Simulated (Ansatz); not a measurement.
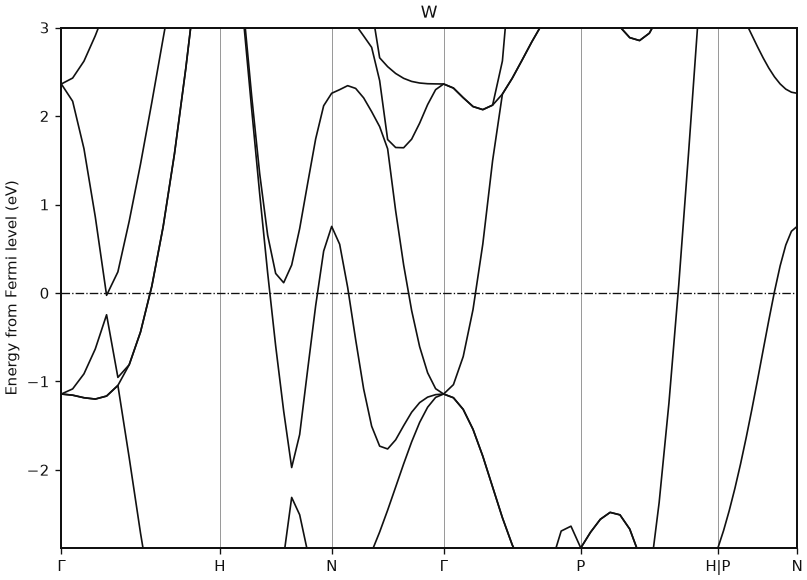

Band structure. Energies are counted from the Fermi level.

Question: What lattice type does the k path imply?

Answer: A body-centred cubic lattice: the path Γ–H–N–Γ–P–H|P–N runs through the special points of its Brillouin zone.

Input of the run:

```yaml
crystal:
  lattice:
    - [-1.582345, 1.582345, 1.582345]
    - [1.582345, -1.582345, 1.582345]
    - [1.582345, 1.582345, -1.582345]
  atoms:
    - { symbol: W, position: [0.0, 0.0, 0.0] }
hamiltonian:
  xc: rpbe
  pseudopotentials: { kind: paw }
kpoints:
  mp_grid: { grid: [12, 12, 12] }
  band_path:
    path:
      - [[0.0, 0.0, 0.0], [0.5, -0.5, 0.5], [0.0, 0.0, 0.5], [0.0, 0.0, 0.0], [0.25, 0.25, 0.25], [0.5, -0.5, 0.5]]
      - [[0.25, 0.25, 0.25], [0.0, 0.0, 0.5]]
    npoints: 14
scf:
  occupations: { method: fermi_dirac, width: 0.05 }
  n_extra_bands: 6
output:
  forces: true
  stress: true
  eigenvalues: true
  fatbands: false
```

System: bcc W, space group Im-3m, 1 atom in the primitive cell.

Ansatz 0.2.0; RPBE, Ansatz PAW, no spin polarisation, no spin-orbit coupling, 12×12×12 k mesh, 420 eV cutoff, Fermi-Dirac smearing of 0.05 eV.

Question: Is there a gap at the Fermi level?

Answer: A metal: bands cross the Fermi level along this path.

Spin-orbit coupling is left out, which matters for W. The PAW data sets were made with another functional. The cell is at 10 GPa in this functional. Bands are joined in order of energy, so crossings between the computed points show as kinks or gaps.
